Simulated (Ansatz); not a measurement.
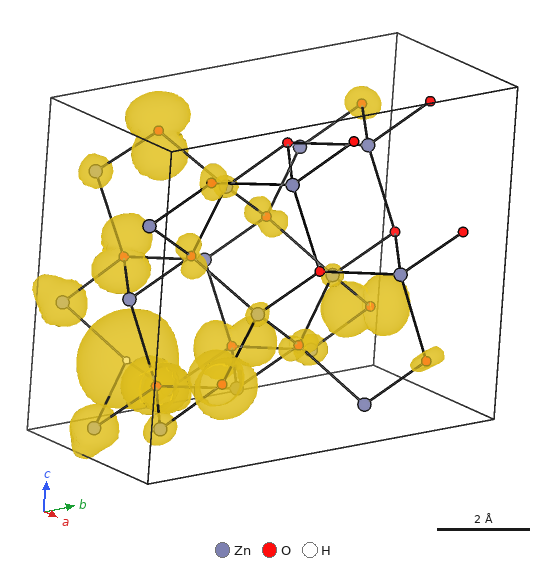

The picture shows: Zn18HO18 (cell with a defect). Isosurface of the magnetisation density (up minus down) at +0.008 e/Å³ (yellow), seen slightly off an axis. Sticks mark near contacts.

Spin-polarised.

The calculation used DFT PBE, scalar-relativistic, plane waves, PAW in Ansatz.

Core electrons are frozen (PAW), and the valence fields are smoothed inside the atomic spheres.

```
Zn O H
1.0
    -4.91909    2.84004    5.29323
     0.00000   -5.68007    5.29323
     4.91909    2.84004    5.29323
Zn O H
18 18 1
Direct
  0.38919 0.71953 0.38946
  0.71956 0.38914 0.38947
  0.05320 0.71976 0.72012
  0.05638 0.05633 0.38203
  0.38919 0.38912 0.71986
  0.71984 0.71973 0.05345
  0.71985 0.05310 0.72010
  0.05637 0.38164 0.05669
  0.38175 0.05629 0.05665
  0.44331 0.44324 0.11083
  0.77473 0.10709 0.10747
  0.11058 0.44325 0.44361
  0.10718 0.77467 0.10747
  0.44333 0.11051 0.44360
  0.77738 0.44245 0.77764
  0.77737 0.77729 0.44280
  0.10720 0.10711 0.77508
  0.44255 0.77729 0.77763
  0.51462 0.84771 0.51488
  0.84779 0.51453 0.51489
  0.17964 0.84583 0.84620
  0.18053 0.18045 0.51579
  0.51462 0.51454 0.84805
  0.84590 0.84582 0.17989
  0.84591 0.17954 0.84619
  0.18051 0.51539 0.18081
  0.51544 0.18044 0.18080
  0.56945 0.56939 0.23665
  0.89253 0.23601 0.23639
  0.23639 0.56941 0.56975
  0.23609 0.89251 0.23637
  0.56947 0.23631 0.56975
  0.90503 0.56657 0.90528
  0.90503 0.90493 0.56694
  0.23611 0.23603 0.89289
  0.56670 0.90492 0.90526
  0.20212 0.20217 0.20273
```

Where is the spin, and how is it ordered?

Answer. The spin density sits on H: +0.4 μB in one cell of 37 atoms, with smaller moments on other sites: O (up to +0.08 μB): with much of the spin spread outside that site. The cell of the calculation (37 atoms) carries 1.0 μB of net spin moment.
